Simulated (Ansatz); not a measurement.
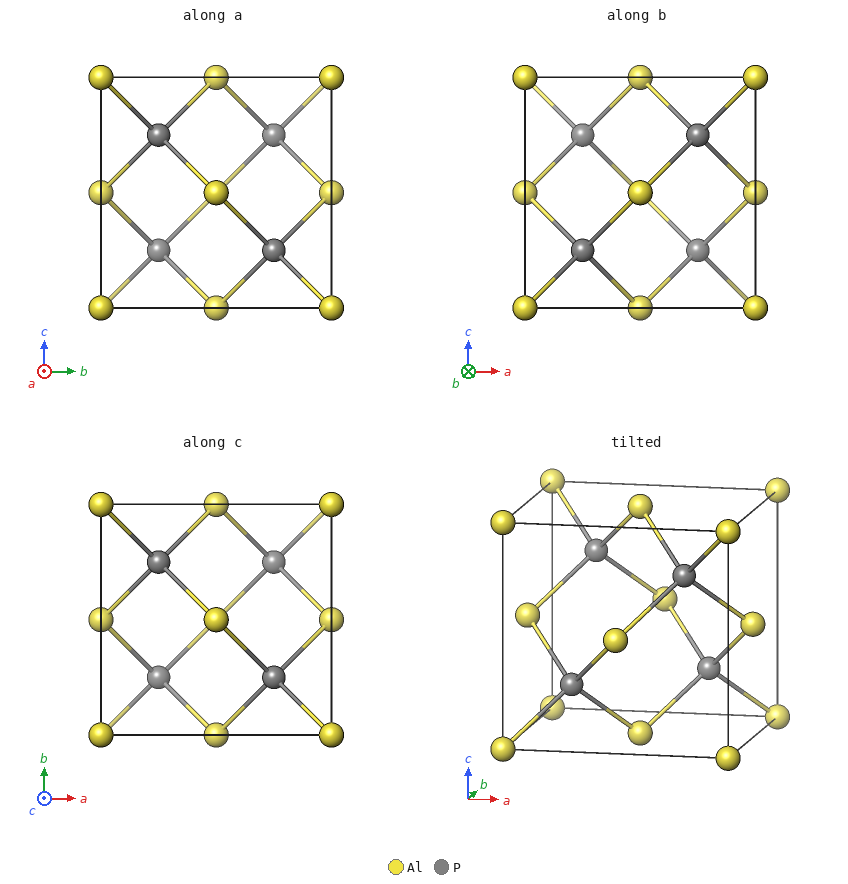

This ball-and-stick model is shown along the a axis, along the b axis, along the c axis and slightly off an axis. The wireframe shows the conventional unit cell.

Lattice parameters: a = 5.5087 Å, b = 5.5087 Å, c = 5.5087 Å, α = 90.000°, β = 90.000°, γ = 90.000°.

### Write down what is shown as a CIF in P1 with every atom of the cell.

```cif
data_structure
_symmetry_space_group_name_H-M 'P 1'
_symmetry_Int_Tables_number 1
_cell_length_a 5.5087
_cell_length_b 5.5087
_cell_length_c 5.5087
_cell_angle_alpha 90.000
_cell_angle_beta 90.000
_cell_angle_gamma 90.000
_cell_volume 167.16
loop_
_atom_site_label
_atom_site_type_symbol
_atom_site_fract_x
_atom_site_fract_y
_atom_site_fract_z
_atom_site_occupancy
Al1 Al 0.5000 0.0000 0.5000 1
P1 P 0.2500 0.2500 0.2500 1
Al2 Al 0.5000 0.5000 0.0000 1
P2 P 0.2500 0.7500 0.7500 1
Al3 Al 0.0000 0.0000 0.0000 1
P3 P 0.7500 0.2500 0.7500 1
Al4 Al 0.0000 0.5000 0.5000 1
P4 P 0.7500 0.7500 0.2500 1
```

It goes back to a structure type filled with these elements by a generator (whether the compound takes this form wasn't checked). The picture shows the end point of a geometry optimisation with DFT PBE, scalar-relativistic, plane waves, PAW in Ansatz 0.2.0.
